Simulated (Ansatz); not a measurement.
F₃₁Na₃₂: several calculations on one system

Part 1: Relaxation

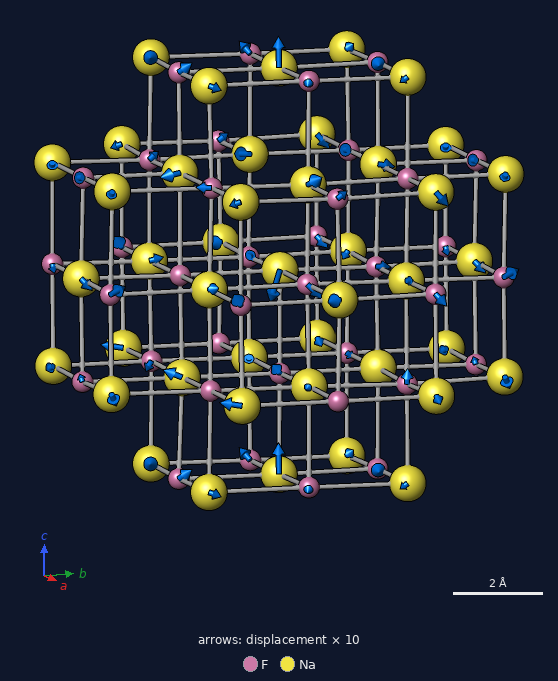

This is a relaxation of a defect cell of composition F31Na32. The starting structure is drawn; blue arrows show the displacements, 10 times their true length.

Style: ball-and-stick. Shown: the atoms within 5.8 Å of the atom that moves most (axes of the cell of the calculation), slightly off an axis.

Method: DFT, PBEsol, PAW, plane waves in Ansatz 0.2.0. (plane-wave cutoff 420 eV; k-point mesh 1 × 1 × 1; mesh shifted by (0.25, 0.25, 0.25); collinear spin; atoms relaxed in a fixed cell; force threshold 0.03 eV/Å; at most 80 steps)

### Atoms of which element are displaced furthest, and by how much?

Sodium: up to 0.085 Å, against 0.056 Å for fluorine.

### What did the optimiser do to the structure, and how much energy did it gain?

After 3 geometry steps the energy has fallen by 0.177 eV per cell of the calculation. The largest force component goes from 0.31 to 0.011 eV/Å. The atom that moves furthest is a Na atom (0.085 Å roughly along [−1 −1 −3]). By element the largest moves are Na 0.085 Å, F 0.056 Å. The lattice vectors keep their values. Near-neighbour distances that change, for instance: Na–Na 3.241 → 3.365 Å, F–Na 2.355 → 2.251 Å, Na–Na 3.269 → 3.364 Å, Na–Na 3.339 → 3.260 Å. Bond angles that change, for instance: Na–F–Na 89.4° → 92.6°, F–Na–F 88.2° → 91.3°, Na–F–Na 89.6° → 92.6°.

Part 2: Relaxation

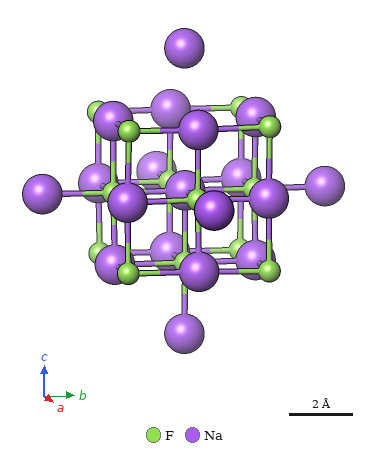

A defect cell of composition F31Na32 (cell charge +1), before the relaxation. A ball-and-stick model of the atoms within 5.0 Å of the atom that moves most (axes of the cell of the calculation (origin shifted)), seen slightly off an axis.

Computed with Ansatz, DFT, PBEsol, PAW, plane waves.

Set-up: plane-wave cutoff 420 eV; k-point mesh 1 × 1 × 1; mesh shifted by (0.25, 0.25, 0.25); no spin polarisation; atoms relaxed in a fixed cell; force threshold 0.03 eV/Å; at most 80 steps.

```
CELL_PARAMETERS angstrom
9.26000 0.00000 0.00000
0.00000 9.26000 0.00000
0.00000 0.00000 9.26000
ATOMIC_POSITIONS crystal
F 0.25094 0.00036 0.99808
F 0.25390 0.00111 0.50049
F 0.24819 0.50257 0.99734
F 0.74624 0.00004 0.99788
F 0.75126 0.00294 0.49576
F 0.74884 0.49936 0.99972
F 0.75036 0.49712 0.49815
F 0.00073 0.25119 0.00295
F 0.99952 0.24604 0.49791
F 0.00015 0.74814 0.00148
F 0.00334 0.75194 0.50047
F 0.50131 0.25011 0.00111
F 0.50198 0.25281 0.49982
F 0.49926 0.74991 0.99587
F 0.50099 0.75116 0.50168
F 0.99872 0.99964 0.25235
F 0.99602 0.00126 0.74718
F 0.00143 0.49782 0.24852
F 0.00201 0.50196 0.74826
F 0.50290 0.99491 0.24849
F 0.50409 0.99586 0.75205
F 0.49963 0.49625 0.25248
F 0.49894 0.50094 0.75228
F 0.25107 0.24815 0.24953
F 0.24752 0.24591 0.74848
F 0.25017 0.74700 0.24924
F 0.24478 0.75232 0.75138
F 0.74684 0.25263 0.24656
F 0.75050 0.24940 0.74943
F 0.74724 0.74759 0.25286
F 0.75381 0.75089 0.74883
Na 0.00212 0.00127 0.00139
Na 0.00110 0.99928 0.50224
Na 0.00120 0.49935 0.00139
Na 0.99979 0.50204 0.50081
Na 0.50244 0.99789 0.00354
Na 0.50327 0.99982 0.50234
Na 0.49968 0.50111 0.00041
Na 0.50189 0.49771 0.49750
Na 0.25104 0.25363 0.99794
Na 0.24864 0.24855 0.50085
Na 0.25010 0.75182 0.99995
Na 0.24987 0.75255 0.50100
Na 0.75130 0.25548 0.99907
Na 0.75148 0.25145 0.50108
Na 0.74757 0.74975 0.00196
Na 0.74891 0.74796 0.50373
Na 0.24771 0.99753 0.25178
Na 0.24892 0.00006 0.75385
Na 0.25283 0.50165 0.25166
Na 0.25079 0.49989 0.74907
Na 0.74902 0.00124 0.24602
Na 0.75044 0.00043 0.74694
Na 0.74656 0.50404 0.24880
Na 0.75175 0.50065 0.75055
Na 0.99847 0.24657 0.24903
Na 0.99491 0.25178 0.74938
Na 0.99931 0.75155 0.25223
Na 0.99766 0.74876 0.74831
Na 0.49676 0.24827 0.24926
Na 0.49804 0.24717 0.75108
Na 0.50056 0.74762 0.25035
Na 0.50011 0.75198 0.75145
```

Q: Where does the relaxation end?

A: The atom that moves furthest is Na50 (0.19 Å roughly along −c). By element the largest moves are Na 0.19 Å, F 0.11 Å. The lattice vectors keep their values. Among the contacts that change: Na39–Na50 3.241 → 3.511 Å, Na35–Na51 3.269 → 3.511 Å, Na35–Na43 3.278 → 3.511 Å, Na35–Na41 3.289 → 3.510 Å. Bond angles that change, for instance: Na41–F24–Na50 89.4° → 101.3°, Na35–F18–Na50 89.6° → 101.2°, Na43–F26–Na50 90.7° → 101.3°. Over 3 geometry steps the energy falls by 1.020 eV per cell of the calculation. The largest force component goes from 1.1 to 0.0015 eV/Å.

History of the run:

```csv
step,"E − E(0), meV/atom","largest force component, eV/Å"
0,0.00,1.1455
1,-13.91,0.2852
2,-16.13,0.0429
3,-16.20,0.0015
```

After the run, drawn alike:

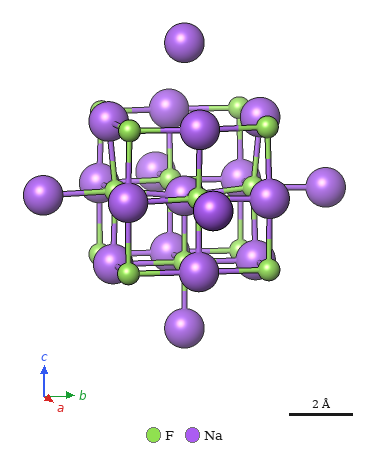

Limits of the set-up: the cell is charged, on a uniform background, and energies carry no finite-size correction.

Part 3: Defect

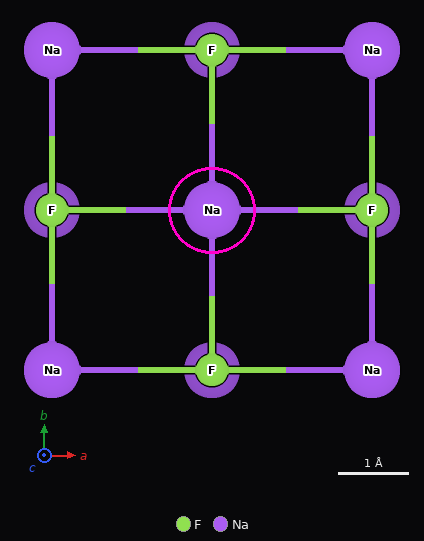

Perfect NaF. The picture is a ball-and-stick view of the atoms within 4.6 Å of one point, in a slice 5.0 Å thick across the line of sight, seen along the c axis.

Level of theory: Ansatz, DFT, PBEsol, PAW, plane waves. Settings: plane-wave cutoff 420 eV; k-point mesh 1 × 1 × 1; mesh shifted by (0.25, 0.25, 0.25); collinear spin. Fermi-Dirac smearing of 0.01 eV. The axes drawn are those of the host's conventional cell.

A fluorine atom is taken out (a vacancy) at the ringed place, in charge state 0. The supercell has 64 sites, and the atoms are relaxed at the host's cell.

**How do the neighbours respond?**

Around the empty F site the host had 6 Na at 2.31 to 2.32 Å; after relaxation the nearest atoms are 6 Na at 2.38 Å. Of the host's atoms, a sodium atom moves furthest from its site, by 0.07 Å. The cell's net moment is 1.00 μB.

The relaxed defect, seen from the same direction:

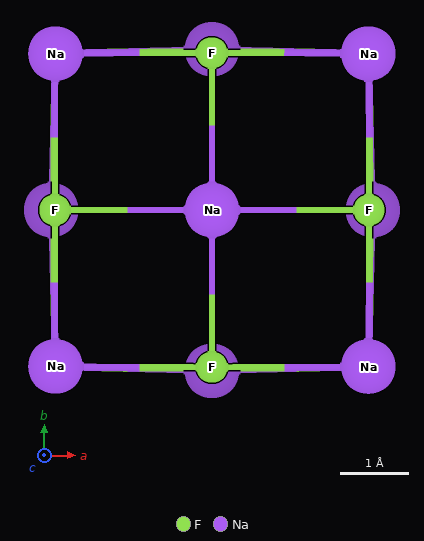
